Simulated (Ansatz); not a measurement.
**Geometry relaxation, with input and output: BN**

System: BN (F-43m, 2 atoms in the cell).
Method: DFT r2SCAN, scalar-relativistic, plane waves, PAW, no spin polarisation (Ansatz 0.2.0).

The structure derives from a Materials Project entry. Figures and captions count atoms from 1; the log counts them from 0 in places.

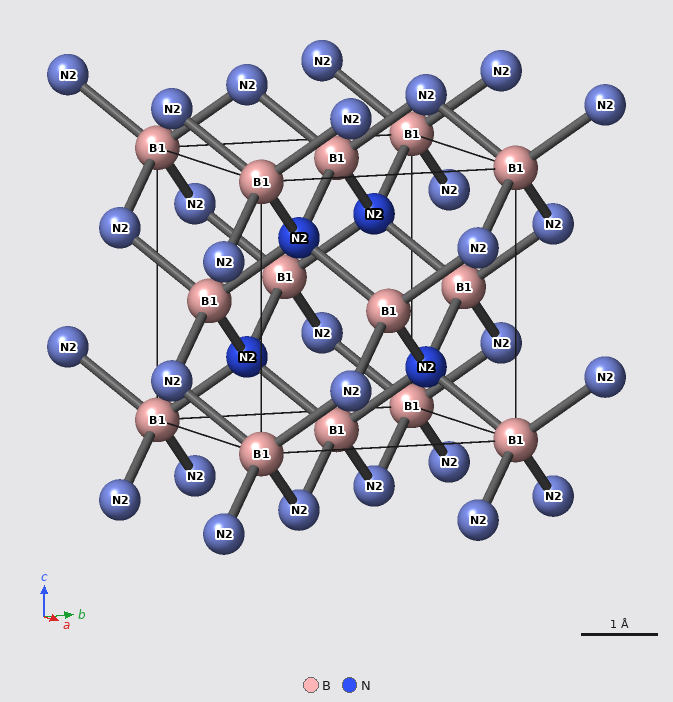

*The starting structure (ball-and-stick view of the cell 4 times as large as that of the calculation, set on its symmetry axes, seen slightly off an axis; neighbours outside the cell are drawn fainter; atoms are numbered from 1 in the order of the input). An atom can appear more than once, as a periodic image.*

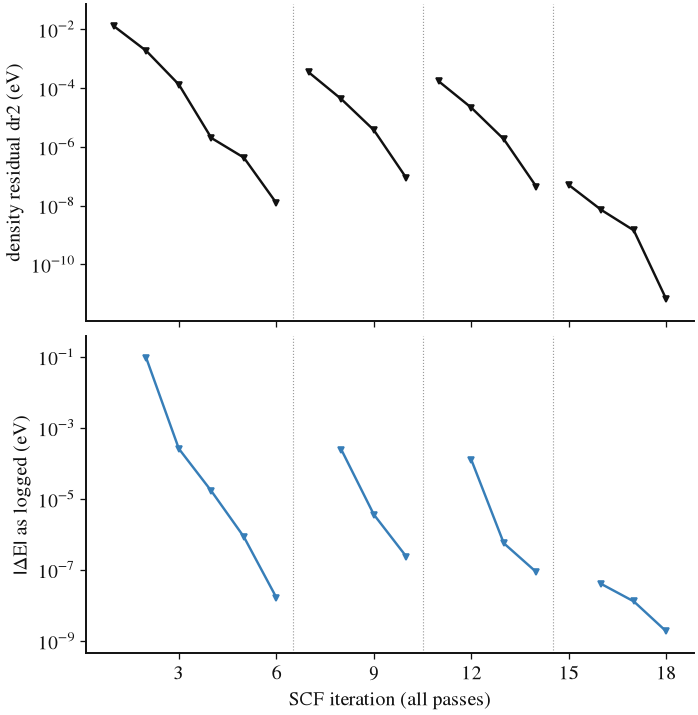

*Convergence of the self-consistent field: density residual dr2 and size of the energy change against the SCF iteration. The dotted lines part the SCF passes of the relaxation: geometry steps, rejected trials and re-solves on a re-selected basis.*

The passes take 6, 4, 4 and 4 iterations.

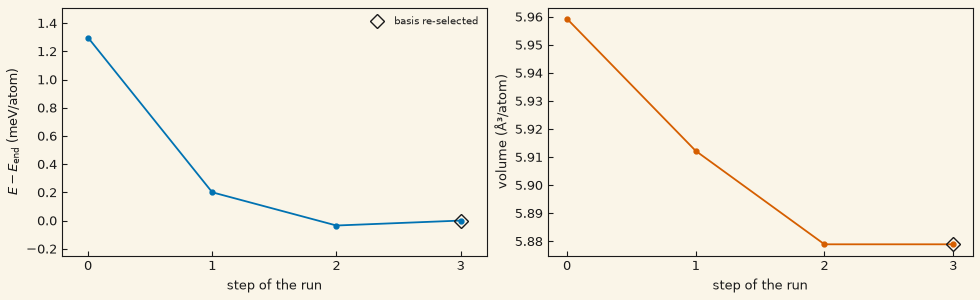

*Progress of the relaxation, step by step (the first geometry is step 0 here and step 1 in the log).*

No atom moves by more than 0.005 Å relative to the cell. The volume changes by −1.3 %, with a = b = c 3.626 → 3.610 Å (−0.5 %). Distances before and after: B1–N2 1.570 → 1.563 Å. The space group stays F-43m (No. 216). The energy falls by 1.3 meV per atom in 2 geometry steps. All forces vanish by symmetry, so only the cell relaxes. The pressure goes from −5.16 to 0.04 GPa. A last SCF at the same geometry on a re-selected plane-wave basis shifts the energy by +0.0 meV per atom. (Atoms are counted from 1 in the order of the input.)

These pictures come from the run below.

**Input file**
```yaml
crystal:
  lattice:
    - [0.0, 1.813001, 1.813001]
    - [1.813001, 0.0, 1.813001]
    - [1.813001, 1.813001, 0.0]
  atoms:
    - { symbol: B, position: [0.0, 0.0, 0.0] }
    - { symbol: "N", position: [0.75, 0.75, 0.75] }
basis:
  ecutwfc: 500
kpoints:
  mp_grid: { grid: [12, 12, 12] }
hamiltonian:
  xc: r2scan
scf:
  occupations: { method: gaussian, width: 0.02 }
output:
  forces: true
  stress: true
  eigenvalues: true
relax:
  adjacent_minimum: "off"
  f_tol: 0.005
  max_steps: 80
  cell: { stress_tol: 0.05 }
```

Launch command:
```bash
ansatz run input.yaml --threads 1 --pin off --max-ram 2560MiB --backend cpu --events-out ev --progress --plain --runs-dir out
```

**Log**
```
Engine: ansatz 0.2.0, x86_64-unknown-linux-gnu
Pseudopotentials: kind: paw
Pseudopotential: B, paw, valence charge 3, recommended cutoff 500 eV (meta_gga), B.paw.azcp
Pseudopotential: N, paw, valence charge 5, recommended cutoff 500 eV (meta_gga), N.paw.azcp
Functional definition: r2SCAN
  parameter k0 = 0.174
  parameter k1 = 0.065
  parameter a1 = 4.9479
  exchange = r2scan_x(k0 = k0, k1 = k1, a1 = a1)
  correlation = r2scan_c
Crystal: 2 atoms, lattice volume = 11.919 Å³
Basis set: ecut = 500 eV, 307 PW (Γ), exchange–correlation on 80×80×80 points (64 copies of the dense FFT grid, shifted against one another)
Bands: 8, of which v1, the nominal top of the filled ones, is band 4 counted from 1 (3 counted from 0)
Symmetry: 24 space group operations
Space group: F-43m (ITA 216), of the structure as read, at distance tolerance 2.3e-5 Å
k-points: 72 of 1728 (time reversal used)
Non-local potential: B, projectors of the file, l = 0: 2, l = 1: 2, l = 2: 1
Non-local potential: N, projectors of the file, l = 0: 2, l = 1: 2, l = 2: 1
PAW form: soft (Blöchl's): semilocal exchange-correlation on the pseudo side does not see the compensation charge
PAW frozen core: B, regenerated for the run's functional (the file was generated under x = pbe(κ = 0.804, μ = 0.2195149727645171), c = pbe(β = 0.06672455060314922))
PAW frozen core: N, regenerated for the run's functional (the file was generated under x = pbe(κ = 0.804, μ = 0.2195149727645171), c = pbe(β = 0.06672455060314922))
PAW one-centre angular grid: B, 302 points (default); XC on 160 Gauss nodes
PAW one-centre angular grid: N, 302 points (default); XC on 160 Gauss nodes
Initial density: superposition of atomic densities (neutral atoms: chi_scale 0, normalization atom), corrected by the library's trained network
Initial wavefunctions: pseudopotential atomic-orbital guess
Functional: x = r2scan, c = r2scan; τ floored in thin density (d = 2e-4 eV/Å³)
SCF iter   1: F=—  HF=-543.913572 eV  |F-HF|=—  |Δ(HF+E_count)|=         —  Δρ=1.18e-2  dr2=1.27e-2  dr2_τ=3.17e-1  ethr=1.77e-3  ⟨swp⟩=4.8  Hψ=3924  notcnv=0
preconditioner: auto → none  [insulator: Δε(μ)=4.933 eV  Ē_g=21.180 eV  σ=0.020 eV  W_gap=1.00  n_scr=0 (ndim 8)  ℏωp=30.4 eV  f_vac=0.000  D(μ)=0.00/eV (n_scr^D=0)  ε∞_Penn≈3.1]
SCF iter   2: F=—  HF=-544.003749 eV  |F-HF|=—  |Δ(HF+E_count)|=   9.02e-2  Δρ=6.48e-3  dr2=1.82e-3  dr2_τ=2.45e-4  ethr=1.59e-4  ⟨swp⟩=2.0  Hψ=1729  notcnv=0
SCF iter   3: F=—  HF=-544.004006 eV  |F-HF|=—  |Δ(HF+E_count)|=   2.57e-4  Δρ=1.72e-3  dr2=1.31e-4  dr2_τ=3.00e-5  ethr=2.27e-5  ⟨swp⟩=2.8  Hψ=984  notcnv=0
SCF iter   4: F=—  HF=-544.004022 eV  |F-HF|=—  |Δ(HF+E_count)|=   1.66e-5  Δρ=1.73e-4  dr2=1.99e-6  dr2_τ=1.99e-7  ethr=1.63e-6  ⟨swp⟩=2.0  Hψ=864  notcnv=0
SCF iter   5: F=—  HF=-544.004022 eV  |F-HF|=—  |Δ(HF+E_count)|=   8.54e-7  Δρ=6.66e-5  dr2=4.27e-7  dr2_τ=1.89e-8  ethr=2.49e-8  ⟨swp⟩=2.6  Hψ=862  notcnv=0
SCF iter   6: F=-544.004022 eV  HF=-544.004022 eV  |F-HF|=3.13e-9  |Δ(HF+E_count)|=   1.67e-8  Δρ=1.18e-5  dr2=1.22e-8  dr2_τ=2.92e-10  ethr=1.25e-9  ⟨swp⟩=5.0  Hψ=2880  notcnv=0
SCF 1 converged in 6 iterations: F = -544.004022 eV  dr2 = 1.22e-8
  greatest PAW one-centre occupation: 0.795 electrons in one spin orbital (limit 2), on the N atom at site 1 (counted from 0), in its partial waves of l = 0
relax step   1: F+E_penalty+E_count = -544.00402153 eV  Δ(F+E_penalty+E_count) = +0.000e0 eV  max|allowed force component| = 4.071e-16 eV/Å  Δτ_max = 0.0000 Å  P = -5.158 GPa  Ω = 11.919 Å³  (6 SCF iters, dr2 threshold 1.00e-7 eV, accepted)
Crystal: 2 atoms, lattice volume = 11.824 Å³
Initial density: handed on by an earlier stage of this run
Initial wavefunctions: those handed on with the density
iter 1 solved again at ethr=4.42e-6 eV; its pass at ethr=3.10e-3 eV (dr2=3.53e-4 eV) is discarded
SCF iter   1: F=—  HF=-544.005976 eV  |F-HF|=—  |Δ(HF+E_count)|=         —  Δρ=1.81e-3  dr2=3.39e-4  dr2_τ=4.00e-4  ethr=4.42e-6  ⟨swp⟩=1.0  Hψ=4300  notcnv=0
preconditioner: auto → none  [insulator: Δε(μ)=5.003 eV  Ē_g=21.270 eV  σ=0.020 eV  W_gap=1.00  n_scr=0 (ndim 8)  ℏωp=30.5 eV  f_vac=0.000  D(μ)=0.00/eV (n_scr^D=0)  ε∞_Penn≈3.1]
SCF iter   2: F=—  HF=-544.006220 eV  |F-HF|=—  |Δ(HF+E_count)|=   2.43e-4  Δρ=6.78e-4  dr2=4.19e-5  dr2_τ=6.98e-6  ethr=4.23e-6  ⟨swp⟩=2.5  Hψ=1128  notcnv=0
SCF iter   3: F=—  HF=-544.006216 eV  |F-HF|=—  |Δ(HF+E_count)|=   3.62e-6  Δρ=1.90e-4  dr2=3.71e-6  dr2_τ=8.02e-7  ethr=5.23e-7  ⟨swp⟩=1.0  Hψ=577  notcnv=0
SCF iter   4: F=-544.006216 eV  HF=-544.006216 eV  |F-HF|=2.20e-8  |Δ(HF+E_count)|=   2.37e-7  Δρ=4.29e-5  dr2=8.66e-8  dr2_τ=1.42e-8  ethr=2.50e-9  ⟨swp⟩=3.5  Hψ=2649  notcnv=0
SCF 2 converged in 4 iterations: F = -544.006216 eV  dr2 = 8.66e-8
  greatest PAW one-centre occupation: 0.796 electrons in one spin orbital (limit 2), on the N atom at site 1 (counted from 0), in its partial waves of l = 0
relax step   2: F+E_penalty+E_count = -544.00621581 eV  Δ(F+E_penalty+E_count) = -2.194e-3 eV  max|allowed force component| = 1.896e-16 eV/Å  Δτ_max = 0.0000 Å  P = -2.153 GPa  Ω = 11.824 Å³  energy of the carried Pulay correction = +3.948e-5 eV  (4 SCF iters, dr2 threshold 2.00e-7 eV, accepted)
Crystal: 2 atoms, lattice volume = 11.758 Å³
iter 1 solved again at ethr=2.19e-6 eV; its pass at ethr=3.10e-3 eV (dr2=1.75e-4 eV) is discarded
SCF iter   1: F=—  HF=-544.006562 eV  |F-HF|=—  |Δ(HF+E_count)|=         —  Δρ=1.27e-3  dr2=1.68e-4  dr2_τ=2.04e-4  ethr=2.19e-6  ⟨swp⟩=1.0  Hψ=4232  notcnv=0
preconditioner: auto → none  [insulator: Δε(μ)=5.008 eV  Ē_g=21.353 eV  σ=0.020 eV  W_gap=1.00  n_scr=0 (ndim 8)  ℏωp=30.6 eV  f_vac=0.000  D(μ)=0.00/eV (n_scr^D=0)  ε∞_Penn≈3.1]
SCF iter   2: F=—  HF=-544.006688 eV  |F-HF|=—  |Δ(HF+E_count)|=   1.26e-4  Δρ=4.88e-4  dr2=2.14e-5  dr2_τ=3.40e-6  ethr=2.10e-6  ⟨swp⟩=2.6  Hψ=1002  notcnv=0
SCF iter   3: F=—  HF=-544.006687 eV  |F-HF|=—  |Δ(HF+E_count)|=   5.64e-7  Δρ=1.33e-4  dr2=1.81e-6  dr2_τ=4.12e-7  ethr=2.68e-7  ⟨swp⟩=1.1  Hψ=588  notcnv=0
SCF iter   4: F=-544.006687 eV  HF=-544.006687 eV  |F-HF|=1.05e-8  |Δ(HF+E_count)|=   8.70e-8  Δρ=3.08e-5  dr2=4.40e-8  dr2_τ=7.23e-9  ethr=2.50e-9  ⟨swp⟩=5.6  Hψ=2936  notcnv=0
SCF 3 converged in 4 iterations: F = -544.006687 eV  dr2 = 4.40e-8
  greatest PAW one-centre occupation: 0.797 electrons in one spin orbital (limit 2), on the N atom at site 1 (counted from 0), in its partial waves of l = 0
relax step   3: F+E_penalty+E_count = -544.00668733 eV  Δ(F+E_penalty+E_count) = -4.715e-4 eV  max|allowed force component| = 2.358e-16 eV/Å  Δτ_max = 0.0000 Å  P = +0.035 GPa  Ω = 11.758 Å³  energy of the carried Pulay correction = +6.759e-5 eV  (4 SCF iters, dr2 threshold 2.00e-7 eV, accepted)
Initial wavefunctions: pseudopotential atomic-orbital guess (no wavefunctions were taken with the density)
iter 1 solved again at ethr=6.39e-9 eV; its pass at ethr=3.10e-3 eV (dr2=5.11e-7 eV) is discarded
SCF iter   1: F=—  HF=-544.006617 eV  |F-HF|=—  |Δ(HF+E_count)|=         —  Δρ=4.36e-5  dr2=5.01e-8  dr2_τ=4.97e-8  ethr=6.39e-9  ⟨swp⟩=3.0  Hψ=5717  notcnv=0
preconditioner: auto → none  [insulator: Δε(μ)=5.003 eV  Ē_g=21.349 eV  σ=0.020 eV  W_gap=1.00  n_scr=0 (ndim 8)  ℏωp=30.6 eV  f_vac=0.000  D(μ)=0.00/eV (n_scr^D=0)  ε∞_Penn≈3.1]
SCF iter   2: F=—  HF=-544.006617 eV  |F-HF|=—  |Δ(HF+E_count)|=   4.02e-8  Δρ=1.92e-5  dr2=7.09e-9  dr2_τ=3.93e-9  ethr=6.26e-10  ⟨swp⟩=2.0  Hψ=770  notcnv=0
SCF iter   3: F=—  HF=-544.006617 eV  |F-HF|=—  |Δ(HF+E_count)|=   1.30e-8  Δρ=7.64e-6  dr2=1.43e-9  dr2_τ=1.18e-9  ethr=8.87e-11  ⟨swp⟩=2.9  Hψ=864  notcnv=0
SCF iter   4: F=-544.006617 eV  HF=-544.006617 eV  |F-HF|=1.36e-12  |Δ(HF+E_count)|=   1.86e-9  Δρ=3.38e-7  dr2=6.48e-12  dr2_τ=8.15e-13  ethr=1.00e-12  ⟨swp⟩=4.0  Hψ=2601  notcnv=0
SCF 4 converged in 4 iterations: F = -544.006617 eV  dr2 = 6.48e-12
relax step   4: F+E_penalty+E_count = -544.00661683 eV  Δ(F+E_penalty+E_count) = +7.050e-5 eV  max|allowed force component| = 2.637e-16 eV/Å  Δτ_max = 0.0000 Å  P = +0.036 GPa  Ω = 11.758 Å³  stress off target by 3.60e-2 GPa  SCF on the basis re-selected at this cell (its energy is not comparable with the rows above)  (4 SCF iters)
basis re-selected at this cell: Δ(F+E_penalty+E_count) = +7.050e-5 eV, ΔP = +0.001 GPa vs the last step (what re-selecting the basis moved, of the pressure what is left beyond the Pulay correction that the steps carried, after the strain that the cell walked since its last selection, with what the two solves' SCF thresholds leave and, on support functions, any second-order correction that the steps lacked; it is no measure of the basis error at this ecutwfc). This SCF's stress stands 3.60e-2 GPa from its target on what of the cell is left free (relax.cell.stress_tol is 5.00e-2 GPa) and its largest allowed force component is 2.64e-16 eV/Å (relax.f_tol is 5.00e-3 eV/Å): within both
SCF converged after 4 iterations
Free energy (F): -544.006617 eV
Harris-Foulkes:  -544.006617 eV  (|F-HF|=1.36e-12)
Internal energy: -544.006617 eV  (E = F + TS)
E sigma→0 (E₀):  -544.006617 eV
Fermi energy:    13.582325 eV
--- Per-component energies (eV) ---
  E_band       = 22.331168
  E_kinetic    = 186.170730
  E_local      = -174.769598  (includes V_loc(G=0)·N_el)
  E_nonlocal   = 55.887160
  E_hartree    = 49.520586
  E_xc         = -92.367297
  E_vxc        = -127.841845  (∫ρ·V_xc dr)
  E_paw        = -209.482147  (= ΣΔE_a)
  E_vpaw       = -23.157016  (= ΣTr[D̂ρ^β])
  E_aug_tail   = 0.000018  (compensation charges beyond the density's cutoff)
  E_vtau       = 7.000570  (kinetic-family band-sum trace: ∫τ·v_τ [+ j·A + Jᵃ·Aᵃ] dr)
  E_ewald      = -358.918061
  E_core_change = -0.048007  (= ΣΔE_core)
  E_smearing   = -0.000000  (= −TS)
  E_closure    = -0.000000  (closes the sum)
  Σ components = -544.006617   (vs F -544.006617, Δ=0.00e0)
--- Forces (eV/Å), atoms counted from 1 ---
  atom   1  B     -0.00000000     0.00000000     0.00000000
  atom   2  N      0.00000000     0.00000000    -0.00000000
  max |Σ_I F_I| component: 3.99e-16 eV/Å
--- Stress (GPa, compression-positive) ---
        0.036027      -0.000000      -0.000000
       -0.000000       0.036027       0.000000
       -0.000000       0.000000       0.036027
  P = ⅓ Tr σ = 0.0360 GPa (0.360 kbar)
--- Band table (eV; the first three rows and the last of 72) ---
  k-point 0: bands = ["-10.2591", "11.0809", "11.0809", "11.0809", "20.6681", "20.6681", "20.6681", "22.1766"]
  k-point 1: bands = ["-10.0836", "10.1267", "10.8943", "10.8943", "20.8831", "20.9563", "20.9563", "22.7762"]
  k-point 2: bands = ["-9.5642", "7.9280", "10.4387", "10.4387", "21.1854", "21.6261", "21.6261", "24.2137"]
  k-point 71: bands = ["-4.2271", "3.0930", "3.8457", "4.3780", "21.4484", "25.3945", "26.5902", "26.7165"]
--- Relaxed structure (3 steps of the walk, 3 accepted, 1 SCFs on fresh bases) ---
  F+E_penalty+E_count = -544.00661683 eV   max|allowed force component| = 2.637e-16 eV/Å   (the final SCF, on the basis selected at the relaxed cell)
  cell:  # Å, volume = 11.7578 Å³
    - [5.987062138652318e-34, 1.804813755837605, 1.804813755837605]
    - [1.804813755837605, 5.09537203289558e-35, 1.804813755837605]
    - [1.804813755837605, 1.804813755837605, -1.1464587074015081e-34]
  atoms:
    - { symbol: B, position: [1.1840089537631843e-34, -1.626629123394281e-34, -4.97947690834984e-35] }
    - { symbol: N, position: [0.7500000000000001, 0.7500000000000001, 0.7500000000000001] }
```

**Trajectory as extended XYZ (Å, eV, eV/Å), 4 frames, from step=1 to step=4**
```
2
Lattice="0.0000 1.8130 1.8130 1.8130 0.0000 1.8130 1.8130 1.8130 0.0000" Properties=species:S:1:pos:R:3:forces:R:3 step=1 energy=-544.00402 pressure_GPa=-5.16
B     0.0000    0.0000    0.0000    0.0000   0.0000   0.0000
N     2.7195    2.7195    2.7195    0.0000   0.0000   0.0000
2
Lattice="0.0000 1.8082 1.8082 1.8082 0.0000 1.8082 1.8082 1.8082 0.0000" Properties=species:S:1:pos:R:3:forces:R:3 step=2 energy=-544.00622 pressure_GPa=-2.15
B     0.0000    0.0000    0.0000    0.0000   0.0000   0.0000
N     2.7123    2.7123    2.7123    0.0000   0.0000   0.0000
2
Lattice="0.0000 1.8048 1.8048 1.8048 0.0000 1.8048 1.8048 1.8048 0.0000" Properties=species:S:1:pos:R:3:forces:R:3 step=3 energy=-544.00669 pressure_GPa=0.03
B     0.0000    0.0000    0.0000    0.0000   0.0000   0.0000
N     2.7072    2.7072    2.7072    0.0000   0.0000   0.0000
2
Lattice="0.0000 1.8048 1.8048 1.8048 0.0000 1.8048 1.8048 1.8048 0.0000" Properties=species:S:1:pos:R:3:forces:R:3 step=4 energy=-544.00662 pressure_GPa=0.04
B     0.0000    0.0000    0.0000    0.0000   0.0000   0.0000
N     2.7072    2.7072    2.7072    0.0000   0.0000   0.0000
```

**Key numbers**

- outcome: converged
- space group (tolerance 0.01 Å): F-43m (216)
- electrons treated: 8
- free energy: −544.0066 eV
- Fermi energy: 13.582 eV
- gap on the k-point mesh: 5.00 eV
- pressure: 0.04 GPa
- final volume: 11.76 Å³
- largest force (length of the vector) at the end: under 0.001 eV/Å
- final cell: a = 2.552 Å, b = 2.552 Å, c = 2.552 Å, α = 60.00°, β = 60.00°, γ = 60.00°
- hardware: 1 thread of Intel Xeon (Granite Rapids), 32 GiB of memory available, shared host
- wall time: 4.1 s
- peak memory: 0.38 GiB
